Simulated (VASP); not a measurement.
## HgSb with rSCAN + D4: from relaxation to properties

Wanted: the relaxed cell of HgSb and its properties. The steps: full relaxation (rSCAN + D4), second relaxation, single point with fields (rSCAN + D4), bands along the symmetry lines (rSCAN + D4), density of states (rSCAN + D4), bands along the symmetry lines (HSE06) and optical spectrum (rSCAN + D4). The cell is invented: it takes the structure of a Materials Project entry for MgSb (space group 166 there), with some of its atoms replaced by other elements, volume scaled by an estimate. It may not be a known or stable phase.

Main program and level: VASP 6.6.1; rSCAN with D4; plane waves and PAW (Hg, Sb), in the first sound run; inputs show where later runs differ.

### 1. The structure

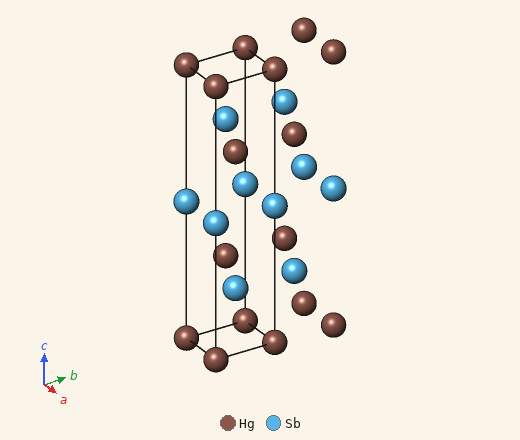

The starting structure, seen slightly off an axis (mercury brown, antimony blue). 1×2×1 cells are drawn. This picture shows the conventional cell, with its axes. Some periodic images of atoms are drawn too.

Structure file:

```xyz
2
Lattice="2.0644 1.1919 4.3215 -2.0644 1.1919 4.3215 0.0000 -2.3837 4.3215" Properties=species:S:1:pos:R:3 pbc="T T T"
Hg    0.0000    0.0000    0.0000
Sb    0.0000    0.0000    6.4822
```

### 2. Full relaxation (rSCAN + D4)

Properties are meant for the cell that this level of theory prefers, so cell and atoms are relaxed first (ISIF = 3) until forces and stress are small; EDIFFG sets the threshold. A dispersion term adds the long-range attraction that semilocal functionals lack. D4 lets the coefficients depend on atomic charges too.

Input file INCAR:

```
SYSTEM = HgSb
PREC = Accurate
ENCUT = 400
EDIFF = 1E-06
NELM = 100
ISMEAR = 0
SIGMA = 0.05
LREAL = .FALSE.
ALGO = Normal
METAGGA = RSCAN
IVDW = 13
VDW_S6 = 1
VDW_S8 = 0.87728975
VDW_A1 = 0.49116966
VDW_A2 = 5.75859346
LASPH = .TRUE.
LORBIT = 11
LWAVE = .FALSE.
LCHARG = .FALSE.
IBRION = 2
NSW = 60
ISIF = 3
EDIFFG = -0.01
```

Input file POSCAR:

```
HgSb
1.0
    2.0643610000      1.1918590000      4.3214820000
   -2.0643610000      1.1918590000      4.3214820000
    0.0000000000     -2.3837180000      4.3214820000
Hg Sb
1 1
Direct
    0.0000000000      0.0000000000      0.0000000000
    0.5000000000      0.5000000000      0.5000000000
```

Input file KPOINTS:

```
Automatic mesh
0
Gamma
7 7 7
0 0 0
```

The projector-augmented-wave data sets are Hg and Sb (PBE family, release 64).

Run with:

```console
> mpirun -np 1 vasp_std
```

Log:

```text
[banner, memory and clock lines left out]
running    1 mpi-ranks, on    1 nodes
 distrk:  each k-point on    1 cores,    1 groups
 distr:  one band on    1 cores,    1 groups

 POSCAR found type information on POSCAR HgSb
 POSCAR found :  2 types and       2 ions
|                                                                             |
|               ----> ADVICE to this user running VASP <----                  |
|                                                                             |
|     You enforced a specific xc type in the INCAR file but a different       |
|     [... a line on the potential file left out ...]
|     I HOPE YOU KNOW WHAT YOU ARE DOING!                                     |
|                                                                             |

 LDA part: xc-table for (None), standard interpolation
 POSCAR, INCAR and KPOINTS ok, starting setup
 FFT: planning ... GRIDC
 FFT: planning ... GRID_SOFT
 FFT: planning ... GRID
 WAVECAR not read
 entering main loop
       N       E                     dE             d eps       ncg     rms          rms(c)
DAV:   1    -0.462122799049E+02   -0.46212E+02   -0.63664E+03  1064   0.971E+02
DAV:   2    -0.136876005160E+03   -0.90664E+02   -0.85526E+02  1164   0.253E+02
DAV:   3    -0.140364388362E+03   -0.34884E+01   -0.33989E+01  1236   0.537E+01
DAV:   4    -0.140386390456E+03   -0.22002E-01   -0.21966E-01  1140   0.412E+00
DAV:   5    -0.140386593389E+03   -0.20293E-03   -0.20292E-03  1288   0.433E-01    0.280E+00
DAV:   6    -0.135805075964E+03    0.45815E+01   -0.26083E+00  1076   0.212E+01    0.540E+00
DAV:   7    -0.135796731742E+03    0.83442E-02   -0.42922E-02  1188   0.284E+00    0.383E+00
DAV:   8    -0.135803687389E+03   -0.69556E-02   -0.69498E-02  1068   0.344E+00    0.301E-01
DAV:   9    -0.135804096222E+03   -0.40883E-03   -0.38312E-03  1208   0.659E-01    0.296E-01
DAV:  10    -0.135803803637E+03    0.29259E-03   -0.15192E-03  1112   0.455E-01    0.799E-02
DAV:  11    -0.135803835468E+03   -0.31831E-04   -0.17525E-04  1144   0.127E-01    0.329E-02
DAV:  12    -0.135803835711E+03   -0.24241E-06   -0.49176E-06  1248   0.237E-02
   1 F= -.13614748E+03 E0= -.13614607E+03  d E =-.136147E+03
 curvature:   0.00 expect dE= 0.000E+00 dE for cont linesearch  0.000E+00
 trial: gam= 0.00000 g(F)=  0.483E-59 g(S)=  0.574E+00 ort = 0.000E+00 (trialstep = 0.100E+01)
 search vector abs. value=  0.574E+00
 bond charge predicted
       N       E                     dE             d eps       ncg     rms          rms(c)
DAV:   1    -0.143580215608E+03   -0.77764E+01   -0.13899E+02  1132   0.142E+02    0.185E+01
DAV:   2    -0.136269408532E+03    0.73108E+01   -0.29738E+01  1120   0.815E+01    0.406E+00
DAV:   3    -0.136140160669E+03    0.12925E+00   -0.14679E+00  1076   0.128E+01    0.235E+00
DAV:   4    -0.136046891599E+03    0.93269E-01   -0.35654E-01  1092   0.347E+00    0.438E-01
DAV:   5    -0.136042225842E+03    0.46658E-02   -0.27719E-02  1088   0.186E+00    0.512E-01
DAV:   6    -0.136043516498E+03   -0.12907E-02   -0.20566E-03  1212   0.387E-01    0.312E-01
DAV:   7    -0.136044514646E+03   -0.99815E-03   -0.28901E-03  1092   0.547E-01    0.793E-02
DAV:   8    -0.136044566699E+03   -0.52053E-04   -0.24753E-04  1236   0.157E-01    0.554E-02
DAV:   9    -0.136044562195E+03    0.45040E-05   -0.27033E-05  1104   0.441E-02    0.123E-02
DAV:  10    -0.136044561382E+03    0.81372E-06   -0.11513E-05  1204   0.374E-02    0.910E-03
DAV:  11    -0.136044561366E+03    0.15750E-07   -0.40806E-07   548   0.592E-03
   2 F= -.13646201E+03 E0= -.13646102E+03  d E =-.314525E+00
[... from here on, the cycles between the ionic steps are left out ...]
   3 F= -.13646369E+03 E0= -.13646267E+03  d E =-.316209E+00
   4 F= -.13647870E+03 E0= -.13647801E+03  d E =-.150044E-01
   5 F= -.13649513E+03 E0= -.13649468E+03  d E =-.314367E-01
   6 F= -.13649584E+03 E0= -.13649427E+03  d E =-.321537E-01
   7 F= -.13650077E+03 E0= -.13649965E+03  d E =-.370834E-01
   8 F= -.13650330E+03 E0= -.13650293E+03  d E =-.396051E-01
   9 F= -.13650340E+03 E0= -.13650282E+03  d E =-.397062E-01
  10 F= -.13650079E+03 E0= -.13649986E+03  d E =0.260920E-02
  11 F= -.13650529E+03 E0= -.13650458E+03  d E =-.189010E-02
  12 F= -.13650528E+03 E0= -.13650457E+03  d E =-.188705E-02
  13 F= -.13650540E+03 E0= -.13650477E+03  d E =-.111076E-03
 trial-energy change:   -0.000111  1 .order   -0.000108   -0.000143   -0.000072
 step:   2.9207(harm=  2.9207)  dis= 0.00000  next Energy=  -136.505429 (dE=-0.145E-03)
 bond charge predicted
       N       E                     dE             d eps       ncg     rms          rms(c)
DAV:   1    -0.136095519742E+03   -0.40047E-03   -0.23694E-02  1180   0.143E+00    0.947E-02
DAV:   2    -0.136095309852E+03    0.20989E-03   -0.19835E-04  1120   0.194E-01    0.537E-02
DAV:   3    -0.136095250718E+03    0.59134E-04   -0.11005E-04  1220   0.127E-01    0.193E-02
DAV:   4    -0.136095252723E+03   -0.20056E-05   -0.16141E-05  1136   0.465E-02    0.102E-02
DAV:   5    -0.136095253271E+03   -0.54810E-06   -0.73286E-07   580   0.810E-03
  14 F= -.13650543E+03 E0= -.13650488E+03  d E =-.145025E-03
 curvature:  -1.54 expect dE=-0.117E-04 dE for cont linesearch -0.254E-06
 trial: gam= 0.16289 g(F)=  0.142E-57 g(S)=  0.756E-05 ort =-0.415E-05 (trialstep = 0.174E+01)
 search vector abs. value=  0.899E-05
 reached required accuracy - stopping structural energy minimisation
```

Wall time 8.8 min (1 MPI rank of Intel Xeon Platinum 8375C at 2.90GHz (Ice Lake), shared host); peak memory 0.22 GiB.

Lines that name or quote the potential files are left out of all logs, and their timing lines are given in words.

OUTCAR, selected parts (step 2):

```text
ion  position               nearest neighbor table
   1  0.000  0.000  0.000-   2 3.22   2 3.22   2 3.22   2 3.22   2 3.22   2 3.22
   2  0.500  0.500  0.500-   1 3.22   1 3.22   1 3.22   1 3.22   1 3.22   1 3.22

  LATTYP: Found a trigonal (rhomboedric) cell.
 ALAT       =     4.9353136568
 COS(alpha) =     0.6500775798

 Subroutine GETGRP returns: Found 12 space group operations
 (whereof 12 operations were pure point group operations)

The static configuration has the point symmetry D_3d.

 Found     44 irreducible k-points:

   k-points           NKPTS =     44   k-points in BZ     NKDIM =     44   number of bands    NBANDS=     12

   dimension x,y,z NGX =    32 NGY =   32 NGZ =   32
   dimension x,y,z NGXF=    64 NGYF=   64 NGZF=   64

   ENCUT  =  400.0 eV  29.40 Ry    5.42 a.u.   8.05  8.05  8.05*2*pi/ulx,y,z

   NELECT =      17.0000    total number of electrons

 k-points in reciprocal lattice and weights: Automatic mesh
   0.00000000  0.00000000  0.00000000       0.003
   0.14285714 -0.00000000  0.00000000       0.017
   0.28571429  0.00000000  0.00000000       0.017
   0.42857143 -0.00000000 -0.00000000       0.017
   0.14285714  0.14285714  0.00000000       0.017
   0.28571429  0.14285714  0.00000000       0.035
   0.42857143  0.14285714 -0.00000000       0.035
  -0.42857143  0.14285714  0.00000000       0.035
  -0.28571429  0.14285714  0.00000000       0.035
[...]
0.42857143  0.42857143  0.42857143       0.006
  -0.42857143  0.42857143  0.42857143       0.017

 average (electrostatic) potential at core
       1 -43.9823       2 -92.7598

 E-fermi :   5.2014

 k-point     1 :       0.0000    0.0000    0.0000
  band No.  band energies     occupation
    ...
      3      -2.4735      2.00000
      4      -2.4735      2.00000
      5      -2.3798      2.00000
      6      -2.3798      2.00000
      7       4.4819      2.00000
      8       5.7351      0.00000
      9       5.9606      0.00000
     10       5.9606      0.00000
     11      12.5997      0.00000
     12      13.4083      0.00000

 k-point     2 :       0.1429   -0.0000    0.0000
  band No.  band energies     occupation
    ...
      4      -2.4547      2.00000
      5      -2.4054      2.00000
      6      -2.3512      2.00000
      7       3.3366      2.00000
      8       4.9478      2.00000
      9       6.0484      0.00000
     10       7.5942      0.00000
     11      11.6815      0.00000
     12      12.0599      0.00000

 k-point     3 :       0.2857    0.0000    0.0000
  band No.  band energies     occupation
    ...
      3      -2.6516      2.00000
      4      -2.5081      2.00000
      5      -2.3553      2.00000
      6      -2.2476      2.00000
      7       1.0733      2.00000
      8       5.4950      0.00000
      9       6.2936      0.00000
     10       8.4258      0.00000
     11       9.9697      0.00000
     12      10.4992      0.00000

  DFT-D4 for vdW energy calculation

  Edisp (eV):   -0.41018

  Total      -0.00960    -0.00960    -0.01136     0.00000    -0.00000     0.00000
  in kB      -0.29143    -0.29143    -0.34511     0.00000    -0.00000     0.00000
  external pressure =       -0.31 kB  Pullay stress =        0.00 kB

  energy-cutoff  :      400.00
  volume of cell :       52.75
      direct lattice vectors                 reciprocal lattice vectors
     2.023524897  1.168282293  3.719183079     0.247093575  0.142659585  0.089625417
    -2.023524897  1.168282293  3.719183079    -0.247093575  0.142659585  0.089625417
     0.000000000 -2.336564586  3.719183079     0.000000000 -0.285319169  0.089625417

 POSITION                                       TOTAL-FORCE (eV/Angst)
 -----------------------------------------------------------------------------------
      0.00000      2.33656      7.43837         0.000000      0.000000      0.000000
      0.00000      0.00000      5.57877        -0.000000     -0.000000     -0.000000
 -----------------------------------------------------------------------------------
    total drift:                                0.000000      0.000000     -0.000000

  FREE ENERGIE OF THE ION-ELECTRON SYSTEM (eV)
  ---------------------------------------------------
  free  energy   TOTEN  =      -136.5054294519 eV

  energy  without entropy=     -136.5043332374  energy(sigma->0) =     -136.50488134

 reached required accuracy - stopping structural energy minimisation

 total charge
# of ion       s       p       d       tot
------------------------------------------
    1        0.829   0.395   9.284  10.508
    2        1.190   1.132   0.032   2.354
--------------------------------------------------
tot          2.019   1.527   9.317  12.863

[... 3 further parts left out ...]
```

CONTCAR:

```
HgSb
   1.00000000000000
     2.0235248969217712    1.1682822930612444    3.7191830794262120
    -2.0235248969217712    1.1682822930612444    3.7191830794262120
     0.0000000000000000   -2.3365645861224889    3.7191830794262120
  Hg              Sb
     1     1
Direct
     1.0000000000000000    1.0000000000000000    0.0000000000000000
     0.5000000000000000    0.5000000000000000    0.5000000000000000
```

This run has no spin polarisation. Its electron count is odd, so without a moment it is a metal by construction. The k-mesh is coarse for a metal. The PAW data sets were made with PBE, which is usual practice but a small mismatch for other functionals. After so large a change of volume the plane waves of the start cell no longer fit, so the final stress carries a basis-set error. The run keeps the 12 symmetry operations of its start, so it cannot find a distortion of lower symmetry.

Relaxation path:

| step | energy less that of the first step (eV) | largest force (eV/Å) | pressure (GPa) | volume (Å³) |
| --- | --- | --- | --- | --- |
| 1 | 0.0000 | 0.0000 | -7.00 | 63.80 |
| 2 | -0.3145 | 0.0000 | 1.07 | 51.77 |
| 3 | -0.3162 | 0.0000 | 0.26 | 52.43 |
| 4 | -0.3312 | 0.0000 | 0.34 | 52.37 |
| 5 | -0.3476 | 0.0000 | 0.53 | 52.22 |
| 6 | -0.3484 | 0.0000 | 1.33 | 51.73 |
| 7 | -0.3533 | 0.0000 | 1.10 | 51.88 |
| 8 | -0.3558 | 0.0000 | 0.79 | 52.06 |
| 9 | -0.3559 | 0.0000 | 0.91 | 52.00 |
| 10 | -0.3533 | 0.0000 | -1.19 | 53.82 |
| 11 | -0.3578 | 0.0000 | 0.08 | 52.70 |
| 12 | -0.3578 | 0.0000 | 0.02 | 52.73 |
| 13 | -0.3579 | 0.0000 | -0.01 | 52.74 |
| 14 | -0.3579 | 0.0000 | -0.03 | 52.75 |

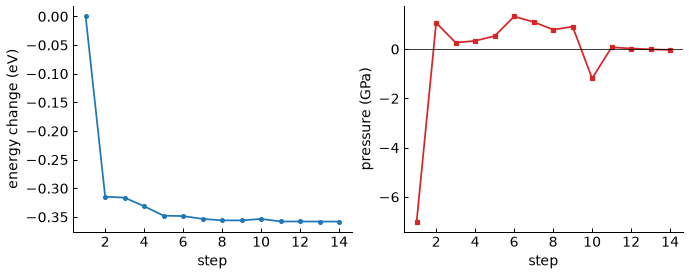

Energy and pressure along the relaxation.

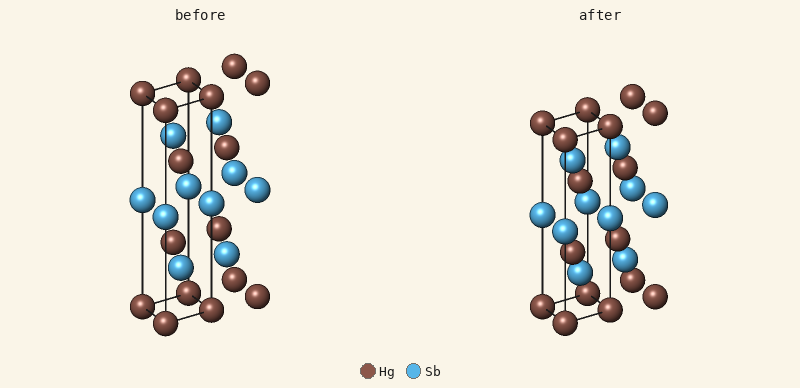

The structure before and after the relaxation, drawn at the same scale.

| cell as run | before | after | change |
| --- | --- | --- | --- |
| a (Å) | 4.935 | 4.392 | -11.0 % |
| b (Å) | 4.935 | 4.392 | -11.0 % |
| c (Å) | 4.935 | 4.392 | -11.0 % |
| α (°) | 49.45 | 54.87 | +10.9 % |
| β (°) | 49.45 | 54.87 | +10.9 % |
| γ (°) | 49.45 | 54.87 | +10.9 % |
| volume (Å³/atom) | 31.90 | 26.38 | -17.3 % |

The relaxed structure:

```cif
data_structure
_symmetry_space_group_name_H-M 'P 1'
_symmetry_Int_Tables_number 1
_cell_length_a 4.3922
_cell_length_b 4.3922
_cell_length_c 4.3922
_cell_angle_alpha 54.865
_cell_angle_beta 54.865
_cell_angle_gamma 54.865
_cell_volume 52.75
loop_
_atom_site_label
_atom_site_type_symbol
_atom_site_fract_x
_atom_site_fract_y
_atom_site_fract_z
_atom_site_occupancy
Hg1 Hg 0.00000 0.00000 0.00000 1
Sb2 Sb 0.50000 0.50000 0.50000 1
```

Numbers from this step:

* electrons: 17
* bands: 12
* irreducible k-points: 44
* symmetry operations: 12
* free energy (TOTEN): -136.5054 eV
* energy at zero smearing: -136.5049 eV
* Fermi energy: 5.201 eV
* pressure: -0.03093 GPa
* metallic: yes
* SCF cycles over all ionic steps: 105

It ends with forces that vanish by symmetry and a pressure of -0.03 GPa.

### 3. Second relaxation

The basis stayed that of the start cell while the cell moved. A rerun from the cell reached resets it; the error of the finite cutoff stays.

INCAR is that of step 2.

Input file POSCAR:

```
HgSb
1.0
    2.0235248969      1.1682822931      3.7191830794
   -2.0235248969      1.1682822931      3.7191830794
    0.0000000000     -2.3365645861      3.7191830794
Hg Sb
1 1
Direct
    0.0000000000      0.0000000000      0.0000000000
    0.5000000000      0.5000000000      0.5000000000
```

KPOINTS is that of step 2.

Run with:

```console
> mpirun -np 1 vasp_std
```

Log:

```text
[banner, memory and clock lines left out]
running    1 mpi-ranks, on    1 nodes
 distrk:  each k-point on    1 cores,    1 groups
 distr:  one band on    1 cores,    1 groups

 POSCAR found type information on POSCAR HgSb
 POSCAR found :  2 types and       2 ions
 [... a notice as in an earlier step ...]

 LDA part: xc-table for (None), standard interpolation
 POSCAR, INCAR and KPOINTS ok, starting setup
 FFT: planning ... GRIDC
 FFT: planning ... GRID_SOFT
 FFT: planning ... GRID
 WAVECAR not read
 entering main loop
       N       E                     dE             d eps       ncg     rms          rms(c)
DAV:   1    -0.417344183741E+02   -0.41734E+02   -0.66066E+03  1064   0.101E+03
DAV:   2    -0.137423029715E+03   -0.95689E+02   -0.90105E+02  1140   0.262E+02
DAV:   3    -0.140611002008E+03   -0.31880E+01   -0.31530E+01  1256   0.542E+01
DAV:   4    -0.140628224059E+03   -0.17222E-01   -0.17173E-01  1164   0.392E+00
DAV:   5    -0.140628385747E+03   -0.16169E-03   -0.16168E-03  1292   0.396E-01    0.467E+00
DAV:   6    -0.136089377459E+03    0.45390E+01   -0.27157E+00  1088   0.241E+01    0.643E+00
DAV:   7    -0.136087991328E+03    0.13861E-02   -0.69374E-02  1192   0.345E+00    0.426E+00
DAV:   8    -0.136094212176E+03   -0.62208E-02   -0.46870E-02  1072   0.290E+00    0.328E-01
DAV:   9    -0.136093852550E+03    0.35963E-03   -0.32549E-03  1216   0.829E-01    0.190E-01
DAV:  10    -0.136093731139E+03    0.12141E-03   -0.11855E-03  1132   0.430E-01    0.386E-02
DAV:  11    -0.136093753495E+03   -0.22356E-04   -0.91842E-05  1088   0.983E-02    0.187E-02
DAV:  12    -0.136093753247E+03    0.24852E-06   -0.92366E-06  1280   0.458E-02
   1 F= -.13650393E+03 E0= -.13650338E+03  d E =-.136504E+03
 curvature:   0.00 expect dE= 0.000E+00 dE for cont linesearch  0.000E+00
 trial: gam= 0.00000 g(F)=  0.436E-60 g(S)=  0.490E-06 ort = 0.000E+00 (trialstep = 0.100E+01)
 search vector abs. value=  0.490E-06
 reached required accuracy - stopping structural energy minimisation
```

It took 76 s on 1 MPI rank; peak memory 0.18 GiB.

Parts of OUTCAR (step 3):

```text
  LATTYP: Found a trigonal (rhomboedric) cell.
 ALAT       =     4.3922499135
 COS(alpha) =     0.5755045748

The static configuration has the point symmetry D_3d.

 Found     44 irreducible k-points:

   dimension x,y,z NGX =    30 NGY =   30 NGZ =   30
   dimension x,y,z NGXF=    60 NGYF=   60 NGZF=   60

   ENCUT  =  400.0 eV  29.40 Ry    5.42 a.u.   7.16  7.16  7.16*2*pi/ulx,y,z

   NELECT =      17.0000    total number of electrons

 E-fermi :   5.2011

 k-point     1 :       0.0000    0.0000    0.0000
  band No.  band energies     occupation
    ...
      3      -2.4753      2.00000
      4      -2.4753      2.00000
      5      -2.3815      2.00000
      6      -2.3815      2.00000
      7       4.4820      2.00000
      8       5.7343      0.00000
      9       5.9605      0.00000
     10       5.9605      0.00000
     11      12.6000      0.00000
     12      13.4081      0.00000

 k-point     2 :       0.1429    0.0000   -0.0000
  band No.  band energies     occupation
    ...
      4      -2.4562      2.00000
      5      -2.4071      2.00000
      6      -2.3530      2.00000
      7       3.3362      2.00000
      8       4.9479      2.00000
      9       6.0483      0.00000
     10       7.5937      0.00000
     11      11.6812      0.00000
     12      12.0598      0.00000

  DFT-D4 for vdW energy calculation

  Edisp (eV):   -0.41018

  Total       0.00209     0.00209     0.00340     0.00000     0.00000     0.00000
  in kB       0.06356     0.06356     0.10315     0.00000     0.00000     0.00000
  external pressure =        0.08 kB  Pullay stress =        0.00 kB

 POSITION                                       TOTAL-FORCE (eV/Angst)
 -----------------------------------------------------------------------------------
      0.00000      0.00000      0.00000         0.000000      0.000000      0.000000
      0.00000      0.00000      5.57877        -0.000000     -0.000000      0.000000
 -----------------------------------------------------------------------------------
    total drift:                                0.000000      0.000000      0.000000

  FREE ENERGIE OF THE ION-ELECTRON SYSTEM (eV)
  ---------------------------------------------------
  free  energy   TOTEN  =      -136.5039294273 eV

  energy  without entropy=     -136.5028306195  energy(sigma->0) =     -136.50338002

 total charge
# of ion       s       p       d       tot
------------------------------------------
    1        0.829   0.395   9.284  10.508
    2        1.190   1.132   0.032   2.355
--------------------------------------------------
tot          2.019   1.527   9.317  12.863

[... 4 parts as in an earlier step ...]

[... 7 further parts left out ...]
```

CONTCAR:

```
HgSb
   1.00000000000000
     2.0235248969000001    1.1682822931000001    3.7191830794000000
    -2.0235248969000001    1.1682822931000001    3.7191830794000000
     0.0000000000000000   -2.3365645861000002    3.7191830794000000
  Hg              Sb
     1     1
Direct
     0.0000000000000000    0.0000000000000000    0.0000000000000000
     0.5000000000000000    0.5000000000000000    0.5000000000000000
```

Little changed from the start: no atom moved by 0.005 Å and no cell edge by 0.1 %.

This step gave:

```
free energy (TOTEN)             : -136.5039 eV
energy at zero smearing         : -136.5034 eV
pressure                        : 0.007676 GPa
SCF cycles over all ionic steps : 12
```

It ends with forces that vanish by symmetry and a pressure of 0.01 GPa. The volume moved by under 0.01 %: the run met its threshold at the first step.

(Part 1 of 3 ends here.)

[Lines on the potential files, build, host, timing and source positions are cut from VASP's logs without a mark.]

[Logs are printed without paths, hosts, clocks, repeated set-up lines and the standing remarks that a program may print on its own settings, such as how far it seeks lower states.]

[Hosts, paths, dates, database ids (printed as entryN), source tags and the programs' standing remarks are cut or masked in the printed files.]

[A measured line is paired with the nearest computed mode of its activity, which favours agreement.]
